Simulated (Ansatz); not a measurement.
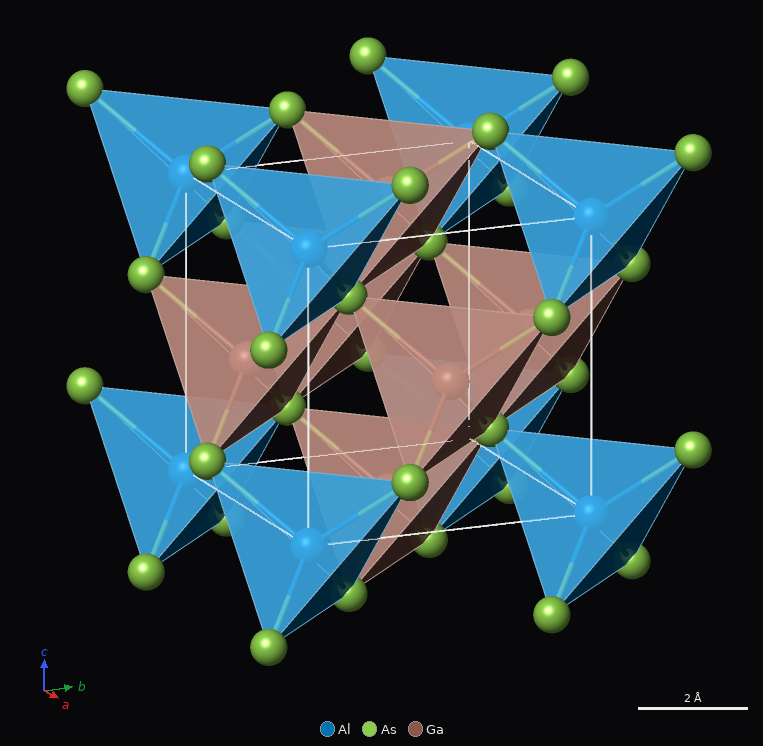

The image is a polyhedral drawing of a crystal, viewed slightly off an axis. The outline marks the conventional unit cell. A few atoms beyond the faces are included.

AlGa3As4, space group P-43m (No. 215), a = 5.670 Å, b = 5.670 Å, c = 5.670 Å, α = 90.00°, β = 90.00°, γ = 90.00°. It derives from a structure type filled with these elements by a generator (whether the compound takes this form wasn't checked). Earlier steps of the study may have refined or changed the cell and positions. A calculation with Ansatz used it as input.

This one geometry was computed with Ansatz (DFT, plane waves, PAW) at five levels of theory: r2SCAN, PBE, HSE06, PBE with spin-orbit coupling and PBE0. It was relaxed beforehand with r2SCAN.

**Which level gives the highest pressure at this volume, and what does that say about its equilibrium volume?**

Highest: PBE (2.5 GPa) and PBE with spin-orbit coupling (2.5 GPa), which points to the largest equilibrium volume. Lowest, with the smallest volume: r2SCAN (0.0 GPa) and PBE0 (0.3 GPa). Levels within 0.5 GPa of each other can't be told apart.

**How does the band gap change with the level of theory?**

PBE with spin-orbit coupling: a gap of 0.70 eV, direct; PBE: a gap of 0.80 eV, direct; r2SCAN: a gap of 1.30 eV, direct; HSE06: a gap of 1.67 eV, direct; PBE0: a gap of 2.25 eV, direct.

**Collect the results in a table.**

| level | cutoff (eV) | k-mesh of the run's cell | gap (eV) | pressure (GPa) |
| --- | --- | --- | --- | --- |
| r2SCAN | 500 | 4×4×4 | 1.30 | 0.0 |
| PBE | 420 | 4×4×4 | 0.80 | 2.5 |
| HSE06 | 420 | 4×4×4 | 1.67 | 0.5 |
| PBE with spin-orbit coupling | 420 | 4×4×4 | 0.70 | 2.5 |
| PBE0 | 420 | 4×4×4 | 2.25 | 0.3 |

Gaps are taken on the k-mesh or band path of each run.
